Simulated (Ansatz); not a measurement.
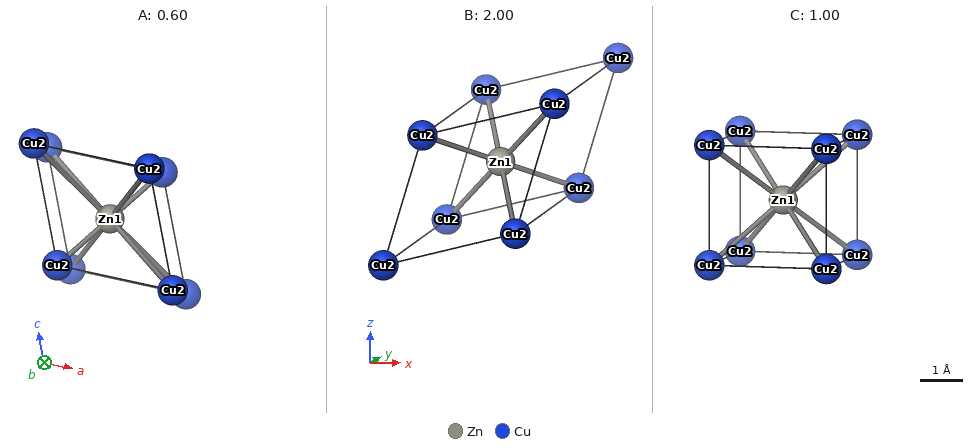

A crystal of ZnCu (Pm-3m): the ratio of the cell's length along [111] to its lengths across, counted as 1 for the reference, is changed at fixed volume (a trigonal path), with the atoms kept at their fractional coordinates. x, y and z are the Cartesian axes of the input. The picture is a ball-and-stick view of the cell of the calculation, seen slightly off an axis.

The calculation used DFT PBEsol, scalar-relativistic, plane waves, PAW in Ansatz. (plane-wave cutoff 420 eV; k-point mesh 18 × 18 × 18; occupations gaussian; smearing width 0.15 eV; no spin polarisation). Energies (free energies at the smearing named) are counted from the cell as listed in its source, which wasn't relaxed.

Order these geometries by energy, lowest first.

Lowest first: C (the relative ratio 1.00, 0 meV/atom), B (the relative ratio 2.00, 500 meV/atom), A (the relative ratio 0.60, 2607 meV/atom). Over the whole scan: the lowest computed point lies at the relative ratio 1.00 (0 meV/atom). The unrelaxed reference is under a pressure of −4.6 GPa. The distortion takes the space group from Pm-3m to R-3m, except for Fm-3m at 2.00. At the relative ratio 2.00 the cell of the drawing goes a 2.945 → 3.306 Å, b 2.945 → 3.306 Å, c 2.945 → 3.306 Å, α 90.0° → 60.0°, β 90.0° → 60.0°, γ 90.0° → 60.0°.
